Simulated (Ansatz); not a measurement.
**Run report: MoSe, single-point calculation**

The run: single-point calculation of MoSe (Pm-3m, 2 atoms in the cell). Method and program: DFT r2SCAN, scalar-relativistic, plane waves, PAW, spin-polarised (Ansatz 0.2.0).

The structure was built on a prototype by a generator; it need not be a known phase. It belongs to a series of runs on one base structure; here: large parallel starting moments. Figures and captions count atoms from 1; the log counts them from 0 in places.

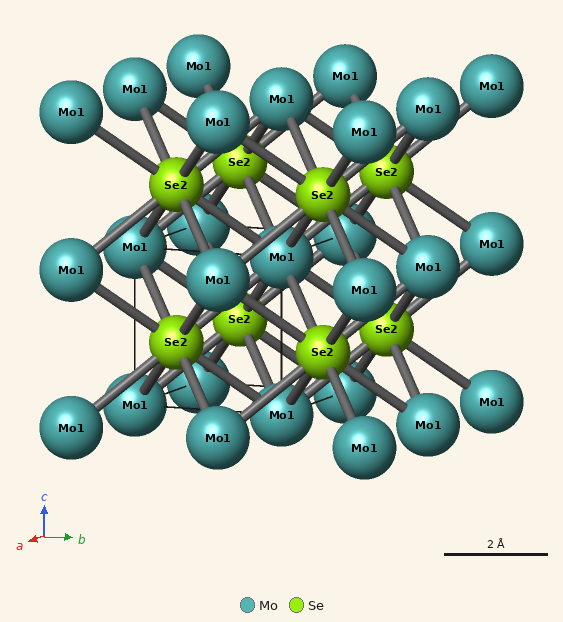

Figure 1. The structure (ball-and-stick view of the cell of the calculation, repeated 2 × 2 × 2, seen slightly off an axis; atoms are numbered from 1 in the order of the input). An atom can appear more than once, as a periodic image.

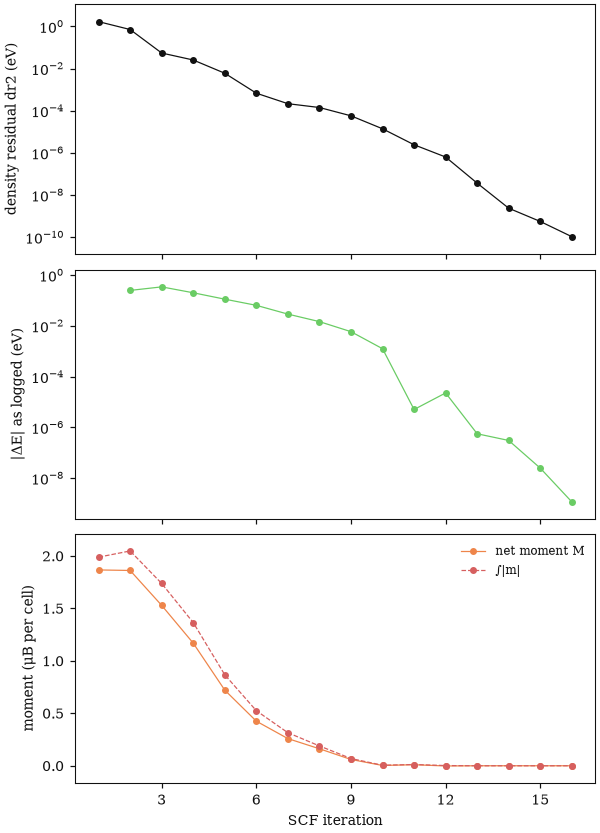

Figure 2. Convergence of the self-consistent field: density residual dr2, size of the energy change and magnetic moment against the SCF iteration. The residual falls at every step. The net moment goes from 1.9 to 0.0 μB per cell, and ∫|m| falls to zero.

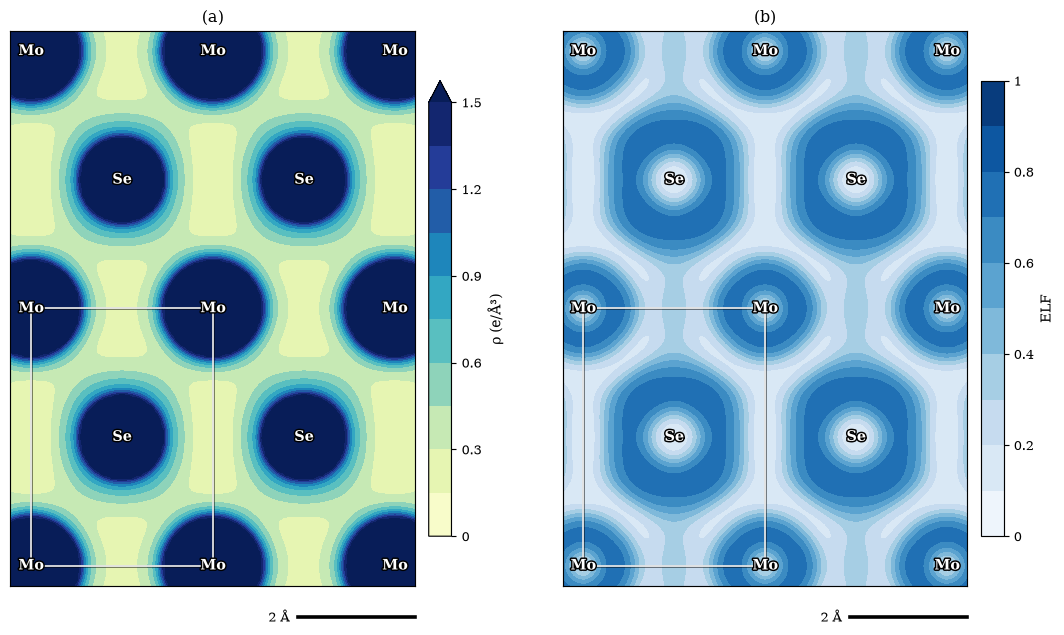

Figure 3. (a) valence pseudo-density; (b) electron localisation function on the (11̄0) plane of the conventional cell. Mo–Se (2.69 Å): ρ is about 0.38 e/Å³ halfway; the ELF is about 0.35 at the midpoint. Away from the nuclei the density in this plane falls to 0.17 e/Å³ at its lowest. The strong features right at Mo lie inside the PAW spheres (semicore, d or f shells) and say nothing about bonding. In a PAW calculation such maps are meaningful between the atoms, not at the nuclei.

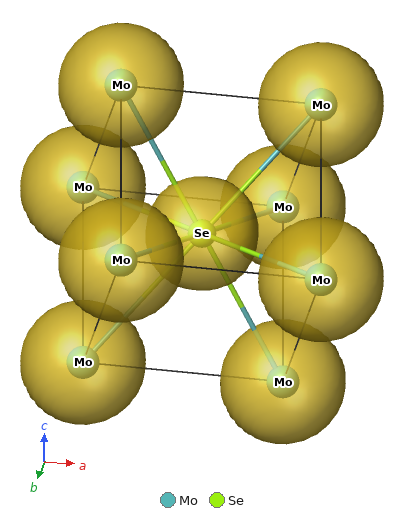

Figure 4. Isosurface of the valence charge density (pseudo) at 0.8 e/Å³ (yellow), seen at an oblique angle. Sticks mark near contacts. The outline is the cell set on symmetry axes. At this value the density breaks into separate islands; it holds about 70 % of the electrons treated as valence (semicore included). It is pinched off along the Mo–Se (2.69 Å) contacts. On the grid the lowest density along these lines, outside the cores, is 0.37 e/Å³ (Mo–Se, 2.69 Å).

The input and output of the run follow.

Input file
```yaml
crystal:
  lattice:
    - [3.107232486, 0.0, 0.0]
    - [0.0, 3.107232486, 0.0]
    - [0.0, 0.0, 3.107232486]
  atoms:
    - { symbol: Mo, position: [0.0, 0.0, 0.0], spin: 3.5 }
    - { symbol: Se, position: [0.5, 0.5, 0.5] }
basis:
  ecutwfc: 500
kpoints:
  mp_grid: { grid: [14, 14, 14] }
hamiltonian:
  xc: r2scan
scf:
  occupations: { method: gaussian, width: 0.1 }
  lower_state_search: "off"
output:
  forces: true
  stress: true
  eigenvalues: true
  populations: true
  write_density: true
  write_potential: true
  elf: true
  volumetric_format: npy
magnetization:
  spin_polarized: true
```

Command:
```bash
ansatz run input.yaml --threads 1 --pin off --max-ram 2560MiB --backend cpu --events-out ev --progress --plain --runs-dir out
```

Log
```
Engine: ansatz 0.2.0, x86_64-unknown-linux-gnu
Pseudopotentials: kind: paw
Pseudopotential: Mo, paw, valence charge 14, recommended cutoff 500 eV (meta_gga), Mo.paw.azcp
Pseudopotential: Se, paw, valence charge 16, recommended cutoff 500 eV (meta_gga), Se.paw.azcp
Functional definition: r2SCAN
  parameter k0 = 0.174
  parameter k1 = 0.065
  parameter a1 = 4.9479
  exchange = r2scan_x(k0 = k0, k1 = k1, a1 = a1)
  correlation = r2scan_c
Crystal: 2 atoms, lattice volume = 30.000 Å³
Basis set: ecut = 500 eV, 751 PW (Γ), exchange–correlation on 96×96×96 points (64 copies of the dense FFT grid, shifted against one another)
Bands: 21, of which v1, the nominal top of the filled ones, is band 15 counted from 1 (14 counted from 0)
Symmetry: 48 space group operations
Space group: Pm-3m (ITA 221), of the structure as read, at distance tolerance 3.1e-5 Å
Magnetic group: BNS 221.92 (UNI 1594), of the structure as read, at distance tolerance 3.1e-5 Å
k-points: 120 of 2744
Non-local potential: Mo, projectors of the file, l = 0: 3, l = 1: 2, l = 2: 2, l = 3: 1
Non-local potential: Se, projectors of the file, l = 0: 2, l = 1: 2, l = 2: 3, l = 3: 1
PAW form: soft (Blöchl's): semilocal exchange-correlation on the pseudo side does not see the compensation charge
PAW frozen core: Mo, regenerated for the run's functional (the file was generated under x = pbe(κ = 0.804, μ = 0.2195149727645171), c = pbe(β = 0.06672455060314922))
PAW frozen core: Se, regenerated for the run's functional (the file was generated under x = pbe(κ = 0.804, μ = 0.2195149727645171), c = pbe(β = 0.06672455060314922))
PAW one-centre angular grid: Mo, 590 points (default); XC on 160 Gauss nodes
PAW one-centre angular grid: Se, 590 points (default); XC on 160 Gauss nodes
Initial density: superposition of atomic densities (chi_scale 0.1, normalization cell)
Starting moments: Σ|m| = 3.5 μB on 1 of 2 sites
Initial wavefunctions: pseudopotential atomic-orbital guess
Functional: x = r2scan, c = r2scan; τ floored in thin density (d = 2e-4 eV/Å³)
SCF iter   1: F=-10444.086404 eV  HF=-10444.920676 eV  |F-HF|=8.34e-1  |Δ(HF+E_count)|=         —  Δρ=6.76e-2 (↑6.76e-2 ↓3.27e-2)  dr2=1.67e0  dr2_τ=8.61e-2  dr2_m=5.21e-1  M=1.867 μB ∫|m|=1.989 μB  β_m=0.30  ethr=3.10e-3  ⟨swp⟩=5.3  Hψ=23653  notcnv=0
preconditioner: auto → none  [metal: Δε(μ)=0.006 eV  Ē_g=11.769 eV  σ=0.100 eV  W_gap=0.04  n_scr=6 (ndim 8)  ℏωp=23.5 eV  f_vac=0.000  D(μ)=1.26/eV (n_scr^D=6)  sad-step TF]
SCF iter   2: F=-10444.664153 eV  HF=-10444.672882 eV  |F-HF|=8.73e-3  |Δ(HF+E_count)|=   2.48e-1  Δρ=5.61e-2 (↑5.61e-2 ↓3.27e-2)  dr2=7.06e-1  dr2_τ=4.82e-3  dr2_m=4.66e-1  M=1.862 μB ∫|m|=2.048 μB  β_m=0.66  ethr=3.10e-3  ⟨swp⟩=2.0  Hψ=8976  notcnv=0  defer=341
Mixer restart at iter 2: flushing history
spin-set hold released at iteration 2 (the charge has settled, or the pull on large starting moments outlasts its swing): the magnetisation degrees of freedom join the quasi-Newton model from the next iteration; the mixer history was flushed
SCF iter   3: F=-10445.197387 eV  HF=-10445.015197 eV  |F-HF|=1.82e-1  |Δ(HF+E_count)|=   3.42e-1  Δρ=2.46e-2 (↑2.46e-2 ↓2.26e-2)  dr2=5.42e-2  dr2_τ=9.35e-3  dr2_m=1.33e-1  M=1.529 μB ∫|m|=1.738 μB  β_m=0.88  ethr=2.35e-3  ⟨swp⟩=2.1  Hψ=8052  notcnv=0  defer=341  κ⁻¹=1.0e0(r=1)
SCF iter   4: F=-10445.304387 eV  HF=-10445.215389 eV  |F-HF|=8.90e-2  |Δ(HF+E_count)|=   2.00e-1  Δρ=1.39e-2 (↑1.39e-2 ↓1.21e-2)  dr2=2.53e-2  dr2_τ=3.60e-3  dr2_m=3.72e-2  M=1.169 μB ∫|m|=1.365 μB  β_m=1.20  ethr=1.81e-4  ⟨swp⟩=2.4  Hψ=11659  notcnv=0  defer=340  κ⁻¹=5.4e-2(r=2)
SCF iter   5: F=-10445.382158 eV  HF=-10445.327500 eV  |F-HF|=5.47e-2  |Δ(HF+E_count)|=   1.12e-1  Δρ=6.40e-3 (↑6.40e-3 ↓4.54e-3)  dr2=5.95e-3  dr2_τ=9.57e-4  dr2_m=6.12e-3  M=0.721 μB ∫|m|=0.867 μB  β_m=1.20  ethr=8.42e-5  ⟨swp⟩=2.0  Hψ=9869  notcnv=0  defer=340  κ⁻¹=7.8e-3(r=3)
SCF iter   6: F=-10445.419742 eV  HF=-10445.391533 eV  |F-HF|=2.82e-2  |Δ(HF+E_count)|=   6.40e-2  Δρ=3.72e-3 (↑3.72e-3 ↓2.43e-3)  dr2=6.74e-4  dr2_τ=2.64e-4  dr2_m=2.35e-3  M=0.425 μB ∫|m|=0.525 μB  β_m=1.20  ethr=1.98e-5  ⟨swp⟩=2.1  Hψ=12078  notcnv=0  defer=341  κ⁻¹=1.9e-3(r=4)
SCF iter   7: F=-10445.434095 eV  HF=-10445.420481 eV  |F-HF|=1.36e-2  |Δ(HF+E_count)|=   2.89e-2  Δρ=1.66e-3 (↑1.66e-3 ↓1.52e-3)  dr2=2.14e-4  dr2_τ=8.79e-5  dr2_m=6.08e-4  M=0.259 μB ∫|m|=0.315 μB  β_m=1.20  ethr=2.25e-6  ⟨swp⟩=3.2  Hψ=11973  notcnv=0  defer=340  κ⁻¹=2.3e-4(r=5)
SCF iter   8: F=-10445.439248 eV  HF=-10445.435034 eV  |F-HF|=4.21e-3  |Δ(HF+E_count)|=   1.46e-2  Δρ=1.41e-3 (↑1.41e-3 ↓1.01e-3)  dr2=1.41e-4  dr2_τ=5.85e-5  dr2_m=3.89e-4  M=0.162 μB ∫|m|=0.189 μB  β_m=1.20  ethr=7.12e-7  ⟨swp⟩=3.4  Hψ=11276  notcnv=0  defer=336  κ⁻¹=2.4e-5(r=6)
SCF iter   9: F=-10445.441786 eV  HF=-10445.440907 eV  |F-HF|=8.79e-4  |Δ(HF+E_count)|=   5.87e-3  Δρ=5.98e-4 (↑3.99e-4 ↓5.98e-4)  dr2=5.69e-5  dr2_τ=7.56e-6  dr2_m=4.30e-5  M=0.060 μB ∫|m|=0.069 μB  β_m=0.99  ethr=4.69e-7  ⟨swp⟩=3.1  Hψ=11515  notcnv=0  defer=335  κ⁻¹=1.9e-5(r=7)
SCF iter  10: F=-10445.442168 eV  HF=-10445.442155 eV  |F-HF|=1.30e-5  |Δ(HF+E_count)|=   1.25e-3  Δρ=2.49e-4 (↑1.54e-4 ↓2.49e-4)  dr2=1.38e-5  dr2_τ=3.49e-7  dr2_m=1.36e-6  M=0.003 μB ∫|m|=0.005 μB  β_m=1.20  ethr=1.90e-7  ⟨swp⟩=2.3  Hψ=9097  notcnv=0  defer=326  κ⁻¹=9.2e-6(r=8)
SCF iter  11: F=-10445.442161 eV  HF=-10445.442150 eV  |F-HF|=1.15e-5  |Δ(HF+E_count)|=   5.03e-6  Δρ=1.24e-4 (↑6.89e-5 ↓1.24e-4)  dr2=2.41e-6  dr2_τ=2.01e-7  dr2_m=1.31e-6  M=0.010 μB ∫|m|=0.012 μB  β_m=0.94  ethr=4.62e-8  ⟨swp⟩=2.3  Hψ=6837  notcnv=0  defer=326  κ⁻¹=1.2e-5(r=8)
SCF iter  12: F=-10445.442172 eV  HF=-10445.442172 eV  |F-HF|=2.34e-7  |Δ(HF+E_count)|=   2.26e-5  Δρ=3.93e-5 (↑3.93e-5 ↓1.88e-5)  dr2=6.31e-7  dr2_τ=2.85e-8  dr2_m=7.30e-8  M=-0.002 μB ∫|m|=0.002 μB  β_m=0.45  ethr=8.05e-9  ⟨swp⟩=3.4  Hψ=10004  notcnv=0  defer=326  κ⁻¹=7.5e-6(r=8)
SCF iter  13: F=-10445.442173 eV  HF=-10445.442173 eV  |F-HF|=2.52e-7  |Δ(HF+E_count)|=   5.56e-7  Δρ=1.46e-5 (↑1.18e-5 ↓1.46e-5)  dr2=3.63e-8  dr2_τ=1.49e-9  dr2_m=2.44e-8  M=0.000 μB ∫|m|=0.000 μB  β_m=1.20  ethr=3.33e-10  ⟨swp⟩=11.3  Hψ=35342  notcnv=0  κ⁻¹=2.4e-6(r=8)
iter 14 did not close the SCF: its close was put off for a magnetic moment that had not settled (scf_convergence_deferred on its scf_iter line)
SCF iter  14: F=-10445.442173 eV  HF=-10445.442173 eV  |F-HF|=7.18e-9  |Δ(HF+E_count)|=   3.03e-7  Δρ=3.69e-6 (↑3.69e-6 ↓2.72e-6)  dr2=2.35e-9  dr2_τ=3.25e-10  dr2_m=2.11e-9  M=0.000 μB ∫|m|=0.000 μB  β_m=1.20  ethr=1.21e-10  ⟨swp⟩=8.2  Hψ=31233  notcnv=0  κ⁻¹=1.8e-6(r=8)
iter 15 did not close the SCF: its close was put off for a magnetic moment that had not settled (scf_convergence_deferred on its scf_iter line)
SCF iter  15: F=-10445.442173 eV  HF=-10445.442173 eV  |F-HF|=2.37e-9  |Δ(HF+E_count)|=   2.46e-8  Δρ=1.13e-6 (↑1.13e-6 ↓1.03e-6)  dr2=5.53e-10  dr2_τ=2.18e-11  dr2_m=1.05e-10  M=0.000 μB ∫|m|=0.000 μB  β_m=0.30  ethr=7.83e-12  ⟨swp⟩=4.9  Hψ=26233  notcnv=0  κ⁻¹=3.0e-7(r=8)
SCF iter  16: F=-10445.442173 eV  HF=-10445.442173 eV  |F-HF|=4.18e-11  |Δ(HF+E_count)|=   1.15e-9  Δρ=4.60e-7 (↑4.60e-7 ↓4.38e-7)  dr2=1.05e-10  dr2_τ=2.54e-12  dr2_m=1.21e-11  M=-0.000 μB ∫|m|=0.000 μB  ethr=1.84e-12  ⟨swp⟩=4.0  Hψ=24056  notcnv=0
WARN: the starting moments were not kept: the SCF closed with an absolute magnetisation of 1.7e-5 μB, where they sum to 3.5 μB in size (1 site). That is at most 0.1 of that sum. Measured as dr2_m measures the in/out step, that magnetisation stands 7.4e-11 eV from none, at or under the dr2_threshold of 1.0e-7 eV: it is no larger than a step whose dr2_m would equal this threshold. The system may hold no moment; this SCF shows only that its start led to no more than that. To try another start: raise the starting moments (crystal.atoms[].spin, magnetization.per_species, magnetization.initial_magnetization, or on a non-collinear deck that types none of these the spinor_matrix: blocks that start its atoms; where the total moment is fixed, keep their sum and leave initial_magnetization as it is; typed ones take the place of any that the run laid by itself, positive ones on a crystal's lanthanoids without a Hubbard term where scf.initial_density.shell_occupations: [] is typed) or, if the notice of its spin-set hold's release reads "site moments contracting" or "site moments show no strong build", lengthen the hold (scf.mixing.spin_hold: { on: { confirm: 4 } }; for m-r²SCAN on two components see the key's manual first). Each may lead to a state that holds a moment. A second SCF, from the converged charge density, with the starting moments and any scf.initial_density.shell_occupations laid on it anew, would have followed, and was not run: the deck does not ask for one (magnetization.retry_lost_moments is false, the default). To let it run, set magnetization.retry_lost_moments: true and run the deck again, where that key's refused combinations let it; where memory then withholds it, that run's warning says so.
SCF 1 converged in 16 iterations: F = -10445.442173 eV  dr2 = 1.05e-10
  greatest PAW one-centre occupation: 1.000 electrons in one spin orbital (limit 2), on the Se atom at site 1 (counted from 0), in its partial waves of l = 2
this state was not tested for a lower state beside it, because the mixer in use, unlike msr1, does not test its closes by its own steps (another_mixer; see scf.mixing.algorithm and scf.lower_state_search)
SCF converged after 16 iterations
Magnetization: -0.0000 μB (15.0000 up, 15.0000 down)
Absolute magnetization: 0.0000 μB (∫|ρ↑−ρ↓|, with the PAW one-centre terms)
Spin contamination: 0.0000 ħ² per cell (⟨S²⟩ above its minimum at these occupations)
Per-site moments (μB) at R_I (Å): [(-1.2188032962802783e-5, 1.1100136856903635), (2.951973864701059e-6, 1.1100136856903635)]
Free energy (F): -10445.442173 eV
Harris-Foulkes:  -10445.442173 eV  (|F-HF|=4.18e-11)
Internal energy: -10445.433623 eV  (E = F + TS)
E sigma→0 (E₀):  -10445.437898 eV
Entropy (-TS):   -0.008550 eV (-4.275 meV/atom)
Fermi energy:    20.043129 eV
--- Per-component energies (eV) ---
  E_band       = -316.896568
  E_kinetic    = 564.789967
  E_local      = -2515.453819  (includes V_loc(G=0)·N_el)
  E_nonlocal   = -448.678704
  E_hartree    = 1183.213781
  E_xc         = -278.446072
  E_vxc        = -364.484677  (∫ρ·V_xc dr)
  E_paw        = -5144.801072  (= ΣΔE_a)
  E_vpaw       = 58.287111  (= ΣTr[D̂ρ^β])
  E_aug_tail   = -0.000223  (compensation charges beyond the density's cutoff)
  E_vtau       = 22.216396  (kinetic-family band-sum trace: ∫τ·v_τ [+ j·A + Jᵃ·Aᵃ] dr)
  E_ewald      = -3804.071508
  E_core_change = -1.985974  (= ΣΔE_core)
  E_smearing   = -0.008550  (= −TS)
  E_closure    = 0.000000  (closes the sum)
  Σ components = -10445.442173   (vs F -10445.442173, Δ=0.00e0)
--- Forces (eV/Å), atoms counted from 1 ---
  atom   1  Mo    -0.00000000     0.00000000     0.00000000
  atom   2  Se    -0.00000000    -0.00000000     0.00000000
  max |Σ_I F_I| component: 7.41e-30 eV/Å
--- Stress (GPa, compression-positive) ---
        5.426287       0.000000      -0.000000
       -0.000000       5.426287       0.000000
       -0.000000       0.000000       5.426287
  P = ⅓ Tr σ = 5.4263 GPa (54.263 kbar)
--- Band table (eV; the first three rows and the last of 240) ---
  k-point 0 ↑: bands = ["-43.0889", "-30.1133", "-30.1133", "-30.1090", "-30.1090", "-30.1090", "-16.3448", "-16.3448", "-16.3448", "2.3814", "16.0515", "16.0515", "17.9489", "17.9489", "17.9489", "20.7255", "20.7255", "20.7255", "24.3401", "30.1062", "30.1062"]
  k-point 1 ↑: bands = ["-43.0874", "-30.1132", "-30.1128", "-30.1092", "-30.1092", "-30.1090", "-16.3636", "-16.3429", "-16.3429", "2.4549", "15.7406", "16.0921", "17.7761", "17.7761", "18.0028", "20.7418", "20.9450", "20.9450", "24.6959", "29.7781", "30.3172"]
  k-point 2 ↑: bands = ["-43.0834", "-30.1132", "-30.1115", "-30.1096", "-30.1096", "-30.1090", "-16.4158", "-16.3377", "-16.3377", "2.6692", "14.8718", "16.2095", "17.3795", "17.3795", "18.3199", "20.7879", "21.4861", "21.4861", "25.4746", "28.9799", "30.9896"]
  k-point 119 ↓: bands = ["-43.0045", "-30.1154", "-30.1154", "-30.1154", "-30.0984", "-30.0984", "-16.5911", "-16.5911", "-16.5911", "6.7362", "11.7643", "11.7643", "11.7643", "22.5426", "22.5426", "23.1336", "23.1336", "23.1336", "25.0927", "25.0927", "25.0927"]
--- Löwdin populations: 2 sites ---
  site symbol       q [e]    m [muB]
     0     Mo     13.9730    -0.0000
     1     Se     15.8672     0.0000
  spilling = 0.005327 (of n_electrons = 30.000000)
```

File populations.tsv
```
# site	symbol	l	j	q_up	q_dn
# orbitals = lowdin
# n_electrons = 30.000000
# spilling = 0.005327
0	Mo	0_4S	-	0.985269	0.985269
0	Mo	0_5S	-	0.259732	0.259732
0	Mo	1_4P	-	2.996163	2.996163
0	Mo	2_4D	-	2.745348	2.745362
1	Se	0_4S	-	0.844343	0.844343
1	Se	1_4P	-	2.089392	2.089389
1	Se	2_3D	-	4.999841	4.999841
```

Key numbers

```csv
quantity,value
outcome,converged
space group (tolerance 0.01 Å),Pm-3m (221)
electrons treated,30
free energy,−10445.4422 eV
Fermi energy,20.043 eV
gap on the k-point mesh,none (metallic)
net moment of the cell,0.00 μB
integrated absolute moment,0.00 μB
pressure,5.43 GPa
largest force (length of the vector),under 0.001 eV/Å
hardware,"1 thread of Intel Xeon (Granite Rapids), 32 GiB of memory available, shared host"
wall time,18 s
peak memory,0.54 GiB
```

Notes

The electronic state found may not be the lowest one. Warnings of the run: some starting moments were not kept; the state was not tested for a lower one. The cell is under a pressure of 5.4 GPa at this level, so it is not at its equilibrium volume.
